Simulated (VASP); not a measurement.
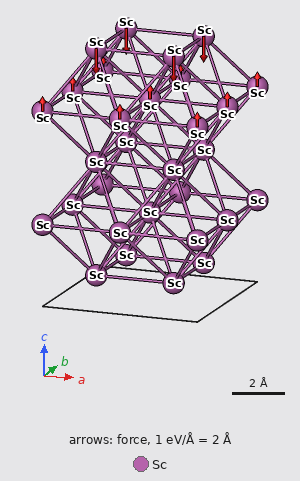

Starting geometry of a slab of composition Sc with the computed forces as red arrows. A ball-and-stick model of the 2 × 2 repeat of the cell, outlined in the plane, without the vacuum, seen slightly off an axis.

The run lets the atoms move in a fixed cell. 2 atoms are held fixed.

Theory: Kohn-Sham DFT of a periodic cell, PBE with TS, VASP PAW PBE potentials, recommended (VASP 6.6.1).

The input:
```
PREC     = Accurate       # precision mode
ENCUT    = 520            # plane-wave cutoff, eV
EDIFF    = 1E-6           # SCF threshold, eV
ISMEAR   = 0              # smearing method
SIGMA    = 0.05           # smearing width, eV
LREAL    = F              # projectors in reciprocal space
LASPH    = T              # aspherical terms in the spheres
NELM     = 100            # most SCF steps
ALGO     = Normal         # electronic algorithm
ISIF     = 2              # what is computed and relaxed
LWAVE    = F              # write WAVECAR
LCHARG   = F              # write CHGCAR
LDIPOL   = T            
IDIPOL   = 3            
DIPOL    = 0.5 0.5 0.500
GGA      = PE             # functional
IVDW     = 2              # dispersion correction
IBRION   = 2              # ionic algorithm
NSW      = 40             # ionic steps
EDIFFG   = -0.005         # ionic threshold
```

Launched with:
```bash
cat potpaw_PBE.64/Sc_sv/POTCAR > POTCAR
mpirun -np 1 vasp_std > vasp.out
```

### What follows when this structure is relaxed?

It isn't relaxed: the largest force vector, on a Sc atom, is 0.54 eV/Å. The final displacements follow the starting forces only in part (cosine between the two patterns 0.51). Over 18 geometry steps the energy falls by 56.6 meV per cell of the calculation. Largest force component: 0.54 eV/Å at the start, 0.55 eV/Å at the end. A Sc atom moves most: 0.40 Å along the normal (−c). The lattice vectors keep their values. Among the contacts that change: Sc–Sc 3.211 → 3.080 Å, Sc–Sc 3.211 → 3.134 Å.
